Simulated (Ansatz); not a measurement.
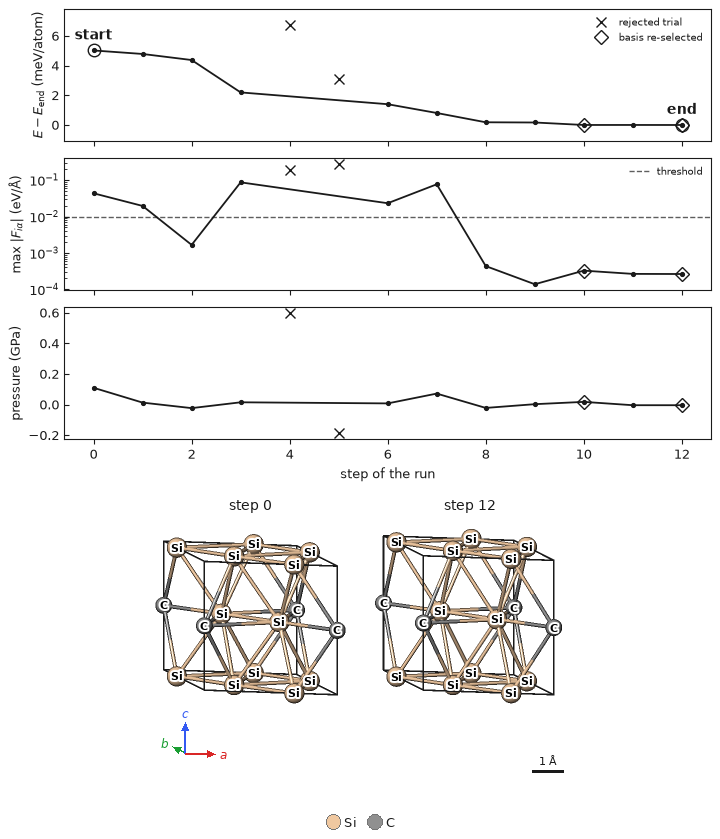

First and last geometry of a relaxation of crystalline Si$_{5}$C (a generated structure, set up in P-62m), with the history of the run. Style: ball-and-stick. Shown: the cell of the calculation, slightly off an axis.

Theory: Ansatz, DFT PBE, scalar-relativistic, plane waves, PAW.

Input file:
```yaml
crystal:
  lattice:
    - [4.5279140894, 0.0, 0.0]
    - [-2.2639570447, 3.9212886276, 0.0]
    - [0.0, 0.0, 4.3342855996]
  atoms:
    - { symbol: Si, position: [0.6768437647, 0.0, 0.0] }
    - { symbol: Si, position: [0.3231562353, 0.3231562353, 0.0] }
    - { symbol: Si, position: [0.0, 0.6768437647, 0.0] }
    - { symbol: Si, position: [0.6666666667, 0.3333333333, 0.5] }
    - { symbol: Si, position: [0.3333333333, 0.6666666667, 0.5] }
    - { symbol: C, position: [0.0, 0.0, 0.5] }
basis:
  ecutwfc: 420
kpoints:
  mp_grid: { grid: [12, 12, 10] }
hamiltonian:
  xc: pbe
scf:
  occupations: { method: gaussian, width: 0.1 }
output:
  forces: true
  stress: true
  eigenvalues: true
  write_density: true
  write_potential: true
  elf: true
  volumetric_format: npy
relax:
  adjacent_minimum: "off"
  f_tol: 0.01
  max_steps: 80
  cell: { stress_tol: 0.05 }
```

Run as
```bash
ansatz run input.yaml --threads 1 --pin off --max-ram 2560MiB --backend cpu --events-out ev --progress --plain --runs-dir out
```

Question: Did the run converge, and what did it change?

Answer: It converged. Over 8 accepted moves (12 points after the start) the energy falls by 5.0 meV per atom. The largest force component goes from 0.043 to 0.00026 eV/Å. The pressure goes from 0.11 to 0.00 GPa. The line search rejected the trial steps at points 4, 5 of the run. At 2 points the geometry stayed and the basis and grid were re-selected for the new cell (energy shift of 0.2 meV per atom at most each time). The largest moves relative to the cell, 0.014 Å, are those of Si1, Si2 and Si3. Si3 goes along −b. C stays in place. The volume changes by +0.6 %, with a = b 4.528 → 4.445 Å (−1.8 %), c 4.334 → 4.524 Å (+4.4 %). Some distances before and after: Si1–C6 2.615 → 2.687 Å, Si1–Si2 2.655 → 2.594 Å, Si1–Si4 2.654 → 2.713 Å, Si4–Si5 2.614 → 2.566 Å. The space group stays P-62m (No. 189).

| step | E − E(0), meV/atom | largest force component, eV/Å | pressure, GPa | volume, Å³/atom | note |
| --- | --- | --- | --- | --- | --- |
| 0 | 0.00 | 0.0433 | 0.11 | 12.826 |  |
| 1 | -0.24 | 0.0195 | 0.01 | 12.839 |  |
| 2 | -0.64 | 0.0017 | -0.02 | 12.845 |  |
| 3 | -2.83 | 0.0864 | 0.02 | 12.865 |  |
| 4 | 1.73 | 0.1856 | 0.60 | 12.882 | rejected |
| 5 | -1.93 | 0.2755 | -0.19 | 12.886 | rejected |
| 6 | -3.62 | 0.0231 | 0.01 | 12.868 |  |
| 7 | -4.21 | 0.0764 | 0.07 | 12.900 |  |
| 8 | -4.84 | 0.0004 | -0.02 | 12.895 |  |
| 9 | -4.85 | 0.0001 | 0.00 | 12.895 |  |
| 10 | -5.02 | 0.0003 | 0.02 | 12.895 | same geometry, new basis |
| 11 | -5.02 | 0.0003 | 0.00 | 12.899 |  |
| 12 | -5.02 | 0.0003 | 0.00 | 12.899 | same geometry, new basis |
